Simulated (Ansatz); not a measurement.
# Calculations on SiNi

## 1. Relaxation

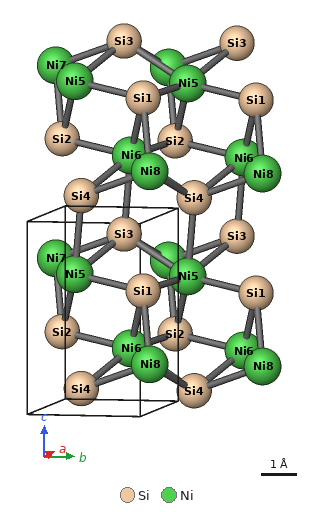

A crystal of SiNi (set up in Pnma), before the relaxation. The picture is a ball-and-stick view of the cell of the calculation, repeated 1 × 2 × 2 with one cell outlined, seen from a free direction.

Method: Ansatz 0.2.0, DFT PBE, scalar-relativistic, plane waves, PAW.

The input:
```yaml
crystal:
  lattice:
    - [5.14153507, 0.0, 0.0]
    - [0.0, 3.32129709, 0.0]
    - [0.0, 0.0, 5.56977526]
  atoms:
    - { symbol: Si, position: [0.82108937, 0.75, 0.58232443] }
    - { symbol: Si, position: [0.17891063, 0.25, 0.41767557] }
    - { symbol: Si, position: [0.32108937, 0.75, 0.91767557] }
    - { symbol: Si, position: [0.67891063, 0.25, 0.08232443] }
    - { symbol: Ni, position: [0.50794985, 0.25, 0.68852056] }
    - { symbol: Ni, position: [0.49205015, 0.75, 0.31147944] }
    - { symbol: Ni, position: [0.00794985, 0.25, 0.81147944] }
    - { symbol: Ni, position: [0.99205015, 0.75, 0.18852056] }
basis:
  ecutwfc: 420
kpoints:
  mp_grid: { grid: [8, 10, 6] }
hamiltonian:
  xc: pbe
scf:
  occupations: { method: gaussian, width: 0.1 }
output:
  forces: true
  stress: true
  eigenvalues: true
  write_density: true
  write_potential: true
  elf: true
  volumetric_format: npy
relax:
  adjacent_minimum: "off"
  f_tol: 0.005
  max_steps: 80
  cell: { stress_tol: 0.05 }
```

Run as
```bash
ansatz run input.yaml --threads 4 --pin off --max-ram 8192MiB --backend cpu --events-out ev --progress --plain --runs-dir out
```

**What does the optimiser find from here?**

Over 4 accepted moves (5 points after the start) the energy falls by 5.6 meV per atom. The largest force component goes from 0.081 to 0.0041 eV/Å. Pressure: 5.20 GPa at the start and 0.01 GPa at the end. At 1 point the geometry stayed and the basis and grid were re-selected for the new cell (energy shift of 0.1 meV per atom at most each time). The largest moves relative to the cell, 0.010 Å, are those of Si1, Si2, Si3 and Si4. Si1 goes along +c. By element the largest moves are Si 0.010 Å, Ni 0.002 Å. The volume changes by +2.8 %, with a 5.142 → 5.154 Å (+0.3 %), b 3.321 → 3.376 Å (+1.6 %), c 5.570 → 5.618 Å (+0.9 %). Near-neighbour distances that change, for instance: Si1–Ni8 2.363 → 2.390 Å, Si1–Ni7 2.304 → 2.326 Å, Si1–Ni6 2.267 → 2.287 Å, Si1–Ni5 2.387 → 2.407 Å. The space group stays Pnma (No. 62). Cost: 64 s on 4 threads of Arm Neoverse V2, on a shared host, peak memory 0.76 GiB.

The end point in the same view:

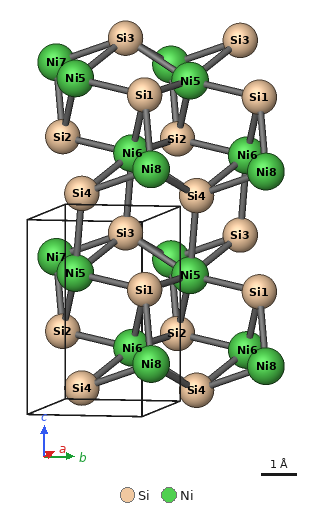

## 2. Relaxation

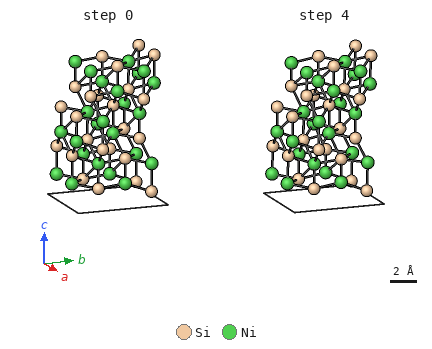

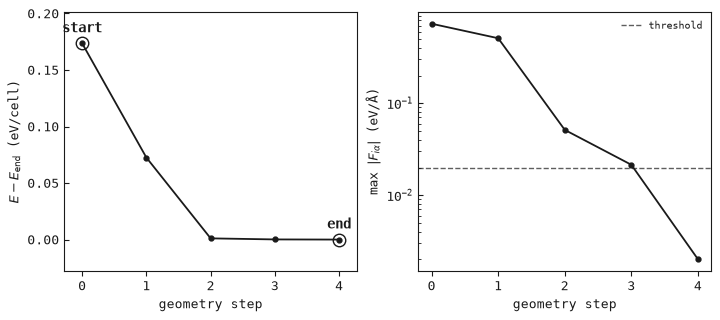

First and last geometry of a relaxation of a slab of composition SiNi (cut from the Pnma phase), with the history of the run. Style: ball-and-stick. Shown: the 2 × 1 repeat of the cell, outlined in the plane, without the vacuum, slightly off an axis.

Case: (1 0 1) slab, atoms relaxed. The slab is the (1 0 1) face of SiNi.

These are results of Ansatz 0.2.0, DFT PBE, scalar-relativistic, plane waves, PAW, not measurements. (plane-wave cutoff 420 eV; k-point mesh 10 × 5 × 1; occupations gaussian; smearing width 0.1 eV; no spin polarisation; dipole correction; atoms relaxed in a fixed cell; force threshold 0.02 eV/Å; at most 60 steps)

### Read the history and describe the run.

It converged. The largest moves relative to the layer's centre, 0.11 Å, are those of Ni atoms. By element the largest moves are Ni 0.11 Å, Si 0.09 Å. The lattice vectors keep their values. Near-neighbour distances that change, for instance: Ni–Si 2.407 → 2.306 Å, Ni–Si 2.390 → 2.335 Å, Ni–Si 2.390 → 2.441 Å, Ni–Si 2.287 → 2.325 Å. Bond angles that change, for instance: Ni–Si–Ni 130.7° → 136.4°, Si–Ni–Si 157.0° → 162.4°, Ni–Si–Ni 89.0° → 94.1°. After 4 geometry steps the energy has fallen by 0.174 eV per cell of the calculation. The largest force component goes from 0.73 to 0.002 eV/Å. Cost: 8.1 min on 4 threads of Arm Neoverse V2, on a shared host, peak memory 2.9 GiB.

```
step  E − E(0), meV/atom  largest force component, eV/Å
   0                0.00                         0.7327
   1               -4.21                         0.5095
   2               -7.19                         0.0513
   3               -7.23                         0.0214
   4               -7.23                         0.0020
```

## 3. A change

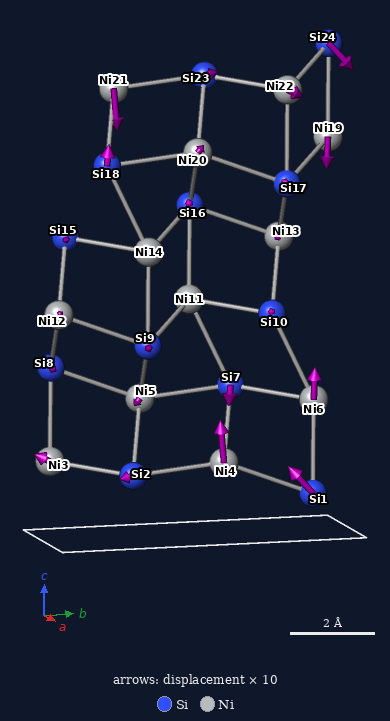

A (1 0 1) slab of SiNi as cut from the relaxed bulk. The purple arrows show how the atoms are displaced, magnified 10 times. A ball-and-stick model of the cell of the calculation, outlined in the plane, without the vacuum, seen slightly off an axis.

Method: Ansatz, DFT PBE, scalar-relativistic, plane waves, PAW. Settings: plane-wave cutoff 420 eV; occupations gaussian; smearing width 0.1 eV; no spin polarisation. The k-mesh is chosen for each cell (10×5×9, 10×5×1).

**Describe the change and its computed effect.**

The atoms of the slab are relaxed at the bulk's in-plane cell. The surface energy (mean of the two faces) falls from 1.85 to 1.80 J/m². The top spacing, between the Si and SiNi2 planes, goes from 0.76 to 0.73 Å (−4.0 %), the bottom one (Si to SiNi2) from 0.76 to 0.73 Å (−4.0 %). The cell doesn't change. The largest moves relative to the layer's centre, 0.11 Å, are those of Ni4 and Ni21. Ni4 goes along the normal (+c). By element the largest moves are Ni 0.11 Å, Si 0.09 Å. Among the bonded contacts that change: Ni–Si 2.407 → 2.306 to 2.409 Å, Ni–Si 2.390 → 2.335 to 2.441 Å, Ni–Si 2.287 → 2.259 to 2.325 Å, Ni–Si 2.326 → 2.324 to 2.338 Å.
